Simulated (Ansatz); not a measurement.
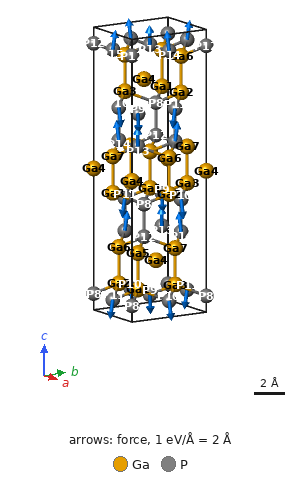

Starting geometry of a defect cell of composition Ga7P8 (started half-way along a vacancy jump, in the symmetry of that start) with the computed forces as blue arrows. Style: ball-and-stick. Shown: the conventional cell (3 times the calculation's cell), slightly off an axis. Lengths and directions refer to the drawn axes.

Method: Ansatz 0.2.0, DFT PBE, scalar-relativistic, plane waves, PAW.

Input
```yaml
crystal:
  lattice:
    - [3.8845647871, 6.7282635766, 0.0]
    - [7.7691295743, 0.0, 0.0]
    - [3.8845647871, 2.2427545255, -6.435046094]
  atoms:
    - { symbol: Ga, position: [0.4355849402, 0.9355849402, 0.6932451794] }
    - { symbol: Ga, position: [0.9355849402, 0.4355849402, 0.6932451794] }
    - { symbol: Ga, position: [0.9355849402, 0.9355849402, 0.6932451794] }
    - { symbol: Ga, position: [0.5, 0.5, 0.5] }
    - { symbol: Ga, position: [0.5644150598, 0.0644150598, 0.3067548206] }
    - { symbol: Ga, position: [0.0644150598, 0.5644150598, 0.3067548206] }
    - { symbol: Ga, position: [0.0644150598, 0.0644150598, 0.3067548206] }
    - { symbol: P, position: [0.0575054016, 0.0575054016, 0.8274837953] }
    - { symbol: P, position: [0.0575054016, 0.5575054016, 0.8274837953] }
    - { symbol: P, position: [0.5575054016, 0.0575054016, 0.8274837953] }
    - { symbol: P, position: [0.5575054016, 0.5575054016, 0.8274837953] }
    - { symbol: P, position: [0.9424945984, 0.9424945984, 0.1725162047] }
    - { symbol: P, position: [0.9424945984, 0.4424945984, 0.1725162047] }
    - { symbol: P, position: [0.4424945984, 0.9424945984, 0.1725162047] }
    - { symbol: P, position: [0.4424945984, 0.4424945984, 0.1725162047] }
basis:
  ecutwfc: 420
kpoints:
  mp_grid: { grid: [6, 6, 4] }
hamiltonian:
  xc: pbe
scf:
  occupations: { method: gaussian, width: 0.05 }
output:
  forces: true
  stress: true
  eigenvalues: true
  write_density: true
  write_potential: true
  elf: true
  volumetric_format: npy
relax:
  adjacent_minimum: "off"
  f_tol: 0.02
  max_steps: 60
  escape_saddle: false
```

Launched with:
```bash
ansatz run input.yaml --threads 4 --pin off --max-ram 9216MiB --backend cpu --events-out ev --progress --plain --runs-dir out
```

Q: What follows when this structure is relaxed?

A: It isn't relaxed: the largest force vector, on P atoms, is 0.69 eV/Å. The atoms end up moving mostly along the starting forces (cosine between the two patterns 0.95). Over 3 geometry steps the energy falls by 89.3 meV per cell of the calculation. Largest force component: 0.68 eV/Å at the start, 0.0091 eV/Å at the end. The largest moves, 0.042 Å, are those of P9, P10, P13 and P14. P10 goes along [3 2 −2]. Largest moves by element: P 0.042 Å, Ga 0.010 Å. The cell stays as it was. Some distances before and after: P11–P15 2.220 → 2.144 Å, P10–P14 2.220 → 2.146 Å, Ga1–Ga5 2.487 → 2.505 Å, Ga3–Ga7 2.487 → 2.505 Å.

Limits of the set-up: the periodic images lie only 7.8 Å apart, so the values are limited by the cell's size.
